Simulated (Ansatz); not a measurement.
**What a change does: band-structure calculation on BeS**

System: BeS (F-43m, 2 atoms in the cell).
Method of the first run: DFT, r2SCAN, plane waves, PAW, no spin polarisation (Ansatz 0.2.0).

The structure was built on a prototype by a generator. The geometry comes from this level: r2SCAN (a point of a series of strains). Text and figures count atoms from 1; the logs count them from 0 in places.

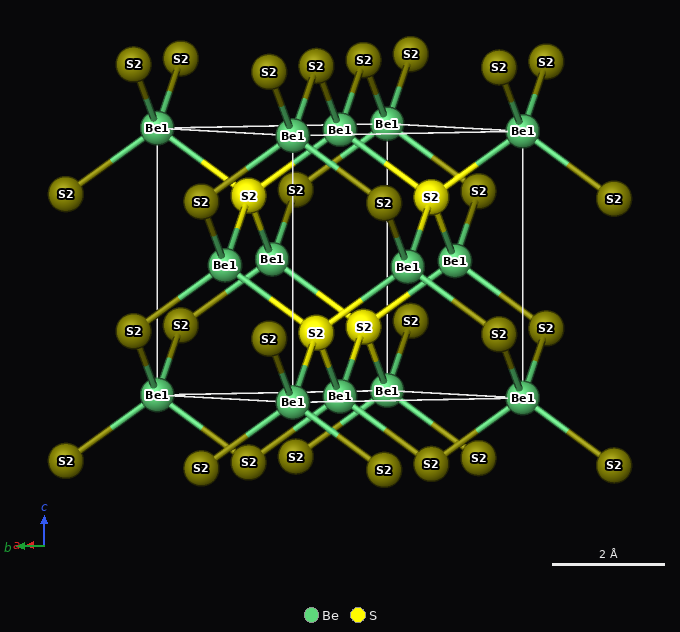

Fig. 1: The input geometry (ball-and-stick view of the cell 4 times as large as that of the calculation, set on its symmetry axes, seen at an oblique angle; neighbours outside the cell are drawn fainter; atoms are numbered from 1 in the order of the input).

## Input file, the first run
```yaml
crystal:
  lattice:
    - [0.0, 2.3951139, 2.3951139]
    - [2.3951139, 0.0, 2.3951139]
    - [2.3951139, 2.3951139, 0.0]
  atoms:
    - { symbol: Be, position: [0.0, 0.0, 0.0] }
    - { symbol: S, position: [0.25, 0.25, 0.25] }
kpoints:
  mp_grid: { grid: [10, 10, 10] }
  band_path:
    path:
      - [0.0, 0.0, 0.0]
      - [-0.5, -0.5, 0.0]
      - [-0.375, -0.375, 0.25]
      - [-0.375, 0.0, 0.375]
      - [0.0, 0.0, 0.5]
      - [-0.5, -0.25, 0.25]
      - [-0.0375, 0.0, 0.0375]
      - [0.0, 0.5, 0.5]
    npoints: 1
hamiltonian:
  xc: r2scan
scf:
  occupations: { method: fixed }
  n_extra_bands: 4
output:
  forces: true
  stress: true
  eigenvalues: true
  write_density: true
  write_potential: true
  elf: true
  volumetric_format: npy
```

Launched with:
```bash
ansatz run input.yaml --threads 4 --pin off --max-ram 3686MiB --backend cpu --events-out ev --progress --plain --runs-dir out
```

Hardware: 4 threads of Arm Neoverse N1, 98 GiB of memory available, shared host.

## Output, shortened to warnings, some set-up lines, iterations and results (the first run)
```
Basis set: ecut = 500 eV, 725 PW (Γ), exchange–correlation on 100×100×100 points (64 copies of the dense FFT grid, shifted against one another)
Symmetry: 24 space group operations
k-points: 47 of 1000 (time reversal used)
Initial density: superposition of atomic densities (neutral atoms: chi_scale 0, normalization atom), corrected by the library's trained network
[...]
SCF iter   1: F=—  HF=-1001.497422 eV  |F-HF|=—  |Δ(HF+E_count)|=         —  Δρ=4.88e-3  dr2=5.31e-3  dr2_τ=3.35e-2  ethr=1.77e-3  ⟨swp⟩=4.4  Hψ=2713  notcnv=0  defer=72
SCF iter   2: F=—  HF=-1001.574228 eV  |F-HF|=—  |Δ(HF+E_count)|=   7.68e-2  Δρ=3.16e-3  dr2=2.14e-3  dr2_τ=3.07e-5  ethr=6.64e-5  ⟨swp⟩=2.1  Hψ=1050  notcnv=0  defer=84
SCF iter   3: F=—  HF=-1001.574917 eV  |F-HF|=—  |Δ(HF+E_count)|=   6.90e-4  Δρ=1.47e-3  dr2=8.48e-4  dr2_τ=3.58e-5  ethr=2.67e-5  ⟨swp⟩=2.0  Hψ=661  notcnv=0  defer=87
SCF iter   4: F=—  HF=-1001.574891 eV  |F-HF|=—  |Δ(HF+E_count)|=   2.67e-5  Δρ=3.75e-4  dr2=5.49e-5  dr2_τ=5.77e-7  ethr=1.06e-5  ⟨swp⟩=2.8  Hψ=647  notcnv=0  defer=87
SCF iter   5: F=—  HF=-1001.574898 eV  |F-HF|=—  |Δ(HF+E_count)|=   6.97e-6  Δρ=1.77e-5  dr2=5.05e-8  dr2_τ=4.32e-9  ethr=6.86e-7  ⟨swp⟩=2.0  Hψ=545  notcnv=0  defer=78
SCF iter   6: F=-1001.574898 eV  HF=-1001.574898 eV  |F-HF|=9.62e-11  |Δ(HF+E_count)|=   1.41e-7  Δρ=2.54e-6  dr2=1.15e-9  dr2_τ=1.52e-10  ethr=6.31e-10  ⟨swp⟩=8.2  Hψ=2932  …
SCF 1 converged in 6 iterations: F = -1001.574898 eV  dr2 = 1.15e-9
NSCF: frozen V_eff on 8 k-points
SCF converged after 6 iterations
Free energy (F): -1001.574898 eV
Harris-Foulkes:  -1001.574898 eV  (|F-HF|=9.62e-11)
Internal energy: -1001.574898 eV  (E = F + TS)
E sigma→0 (E₀):  -1001.574898 eV
Fermi energy:    5.570218 eV
--- Per-component energies (eV) ---
  E_band       = 0.675107
  E_kinetic    = 129.438842
  E_local      = -111.175554  (includes V_loc(G=0)·N_el)
  E_nonlocal   = 32.516504
  E_hartree    = 34.640834
  E_xc         = -111.781193
  E_vxc        = -118.213505  (∫ρ·V_xc dr)
  E_paw        = -670.518528  (= ΣΔE_a)
  E_vpaw       = -6.495949  (= ΣTr[D̂ρ^β])
  E_aug_tail   = 0.000001  (compensation charges beyond the density's cutoff)
  E_vtau       = 5.323349  (kinetic-family band-sum trace: ∫τ·v_τ [+ j·A + Jᵃ·Aᵃ] dr)
  E_ewald      = -304.574011
  E_core_change = -0.121794  (= ΣΔE_core)
  E_smearing   = -0.000000  (= −TS)
  E_closure    = 0.000000  (closes the sum)
  Σ components = -1001.574898   (vs F -1001.574898, Δ=0.00e0)
--- Forces (eV/Å), atoms counted from 1 ---
  atom   1  Be     0.00000000    -0.00000000     0.00000000
  atom   2  S      0.00000000    -0.00000000    -0.00000000
  max |Σ_I F_I| component: 3.52e-16 eV/Å
--- Stress (GPa, compression-positive) ---
        5.198405      -0.000000      -0.000000
        0.000000       5.198405       0.000000
       -0.000000       0.000000       5.198405
  P = ⅓ Tr σ = 5.1984 GPa (51.984 kbar)
```

For the second run the input was changed thus:
```diff
-  xc: r2scan
+  xc: pbe
-  occupations: { method: fixed }
+  occupations: { method: fermi_dirac, width: 0.02 }
```

Predict how the results change.

The total energies belong to different methods, so their difference says nothing on which is more stable or more accurate. The gap on the mesh goes from 3.48 to 3.02 eV. The pressure goes from 5.20 to 5.48 GPa. The functional changes from r2SCAN to PBE. The number of SCF iterations is the same. The default cutoff goes from 500 to 420 eV with the change. The plane waves at Γ go from 725 to 537.

## Output, shortened to warnings, some set-up lines, iterations and results (the second run)
```
Basis set: ecut = 420 eV, 537 PW (Γ), exchange–correlation on 48×48×48 points (8 copies of the dense FFT grid, shifted against one another)
Symmetry: 24 space group operations
k-points: 47 of 1000 (time reversal used)
Initial density: superposition of atomic densities (neutral atoms: chi_scale 0, normalization atom), corrected by the library's trained network
[...]
SCF iter   1: F=—  HF=-996.941519 eV  |F-HF|=—  |Δ(HF+E_count)|=         —  Δρ=9.63e-4  dr2=2.74e-4  ethr=1.77e-3  ⟨swp⟩=5.4  Hψ=3129  notcnv=0
SCF iter   2: F=—  HF=-996.940920 eV  |F-HF|=—  |Δ(HF+E_count)|=   6.00e-4  Δρ=4.84e-4  dr2=5.98e-5  ethr=3.43e-6  ⟨swp⟩=2.3  Hψ=1055  notcnv=0
SCF iter   3: F=—  HF=-996.940960 eV  |F-HF|=—  |Δ(HF+E_count)|=   4.08e-5  Δρ=1.72e-4  dr2=4.08e-6  ethr=7.48e-7  ⟨swp⟩=2.0  Hψ=517  notcnv=0
SCF iter   4: F=—  HF=-996.940992 eV  |F-HF|=—  |Δ(HF+E_count)|=   3.14e-5  Δρ=5.09e-5  dr2=5.24e-7  ethr=5.10e-8  ⟨swp⟩=2.5  Hψ=554  notcnv=0
SCF iter   5: F=-996.940994 eV  HF=-996.940994 eV  |F-HF|=5.85e-9  |Δ(HF+E_count)|=   1.91e-6  Δρ=3.50e-6  dr2=2.36e-9  ethr=6.55e-9  ⟨swp⟩=2.3  Hψ=559  notcnv=0
SCF iter   6: F=-996.940994 eV  HF=-996.940994 eV  |F-HF|=5.02e-11  |Δ(HF+E_count)|=   7.35e-9  Δρ=3.46e-7  dr2=1.69e-11  ethr=2.94e-11  ⟨swp⟩=4.9  Hψ=1750  notcnv=0
SCF 1 converged in 6 iterations: F = -996.940994 eV  dr2 = 1.69e-11
NSCF: frozen V_eff on 8 k-points
SCF converged after 6 iterations
Free energy (F): -996.940994 eV
Harris-Foulkes:  -996.940994 eV  (|F-HF|=5.02e-11)
Internal energy: -996.940994 eV  (E = F + TS)
E sigma→0 (E₀):  -996.940994 eV
Fermi energy:    7.288007 eV
--- Per-component energies (eV) ---
  E_band       = 3.915060
  E_kinetic    = 129.559077
  E_local      = -111.498723  (includes V_loc(G=0)·N_el)
  E_nonlocal   = 32.949229
  E_hartree    = 34.403909
  E_xc         = -117.760645
  E_vxc        = -109.425490  (∫ρ·V_xc dr)
  E_paw        = -660.019831  (= ΣΔE_a)
  E_vpaw       = -6.476835  (= ΣTr[D̂ρ^β])
  E_aug_tail   = 0.000001  (compensation charges beyond the density's cutoff)
  E_ewald      = -304.574011
  E_smearing   = -0.000000  (= −TS)
  E_closure    = 0.000000  (closes the sum)
  Σ components = -996.940994   (vs F -996.940994, Δ=0.00e0)
--- Forces (eV/Å), atoms counted from 1 ---
  atom   1  Be     0.00000000    -0.00000000     0.00000000
  atom   2  S      0.00000000    -0.00000000    -0.00000000
  max |Σ_I F_I| component: 3.59e-16 eV/Å
--- Stress (GPa, compression-positive) ---
        5.478451       0.000000      -0.000000
        0.000000       5.478451       0.000000
       -0.000000       0.000000       5.478451
  P = ⅓ Tr σ = 5.4785 GPa (54.785 kbar)
```

## The two runs side by side

```csv
quantity,the first run,the second run
outcome,converged,converged
free energy per atom (eV),−500.7874,−498.4705
gap on the mesh (eV),3.48,3.02
pressure (GPa),5.20,5.48
largest force (eV/Å),0.000,0.000
SCF iterations,6,6
irreducible k-points,47,47
plane waves at Γ,725,537
wall time (shared host),2.5 s,1.1 s
```

For the first run: The cell is under a pressure of 5.2 GPa at this level, so it is not at its equilibrium volume. For the second run: The cell is under a pressure of 5.5 GPa at this level, so it is not at its equilibrium volume.
